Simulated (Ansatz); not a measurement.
ZrN

```
Zr N
1.0
     4.49990    0.00000    0.00000
     0.00000    4.49990    0.00000
     0.00000    0.00000    4.49990
Zr N
4 4
Cartesian
  0.0000 0.0000 0.0000
  2.2500 2.2500 0.0000
  2.2500 0.0000 2.2500
  0.0000 2.2500 2.2500
  2.2500 0.0000 0.0000
  0.0000 2.2500 0.0000
  0.0000 0.0000 2.2500
  2.2500 2.2500 2.2500
```

Space group Fm-3m; computed pressure about 18 GPa in this cell; computed without spin polarisation.

The calculation used Ansatz, DFT PBE, scalar-relativistic, plane waves, PAW.

In a PAW calculation such maps are meaningful between the atoms, not at the nuclei.

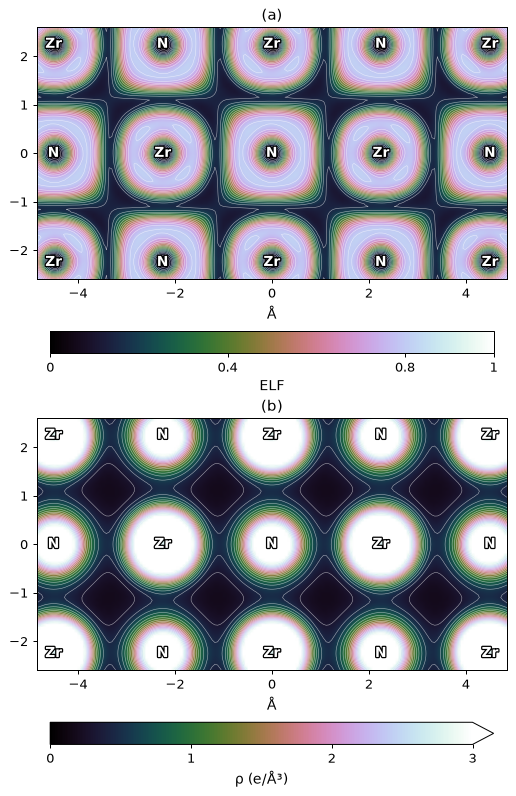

Figure 1. (a) electron localisation function; (b) valence electron density on the (100) plane of the conventional cell.

Q: Interpret the plot.

A:
- The plane passes through Zr and N nuclei.
- Zr–N (2.25 Å): the density is about 0.5 e/Å³ at the midpoint; the ELF peaks at about 0.80 in the valence shell of N, 0.6 Å from its nucleus, and drops to about 0.15 between the two atoms; no localised pair shows between them.
- Zr–Zr (3.18 Å): the density is about 0.18 e/Å³ at the midpoint; the ELF is about 0.15 at the midpoint: no localised pair shows between them.
- Between the atoms the lowest density in this plane is 0.18 e/Å³.
- The features right at Zr lie inside the PAW spheres, where the map follows smoothed inner orbitals and isn't to be read closely.

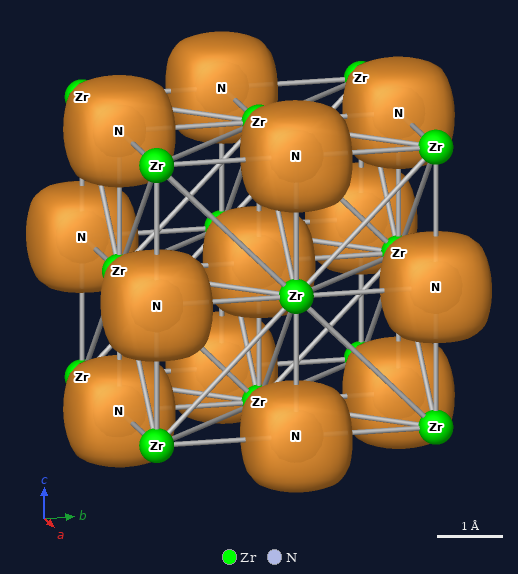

Figure 2. Isosurface of the ELF at 0.65 (orange), seen slightly off an axis. Core shells and regions of very low density are left out. Sticks mark near contacts.

Q: Describe the localisation domains.

A: The surface consists of four regions wrapped around N (the valence shell of each), counted in one cell of 8 atoms. Regions shared between cells count once.

Q: Does the calculation give a band gap?

A: It is metallic or semimetallic at this level of theory: no gap opens.
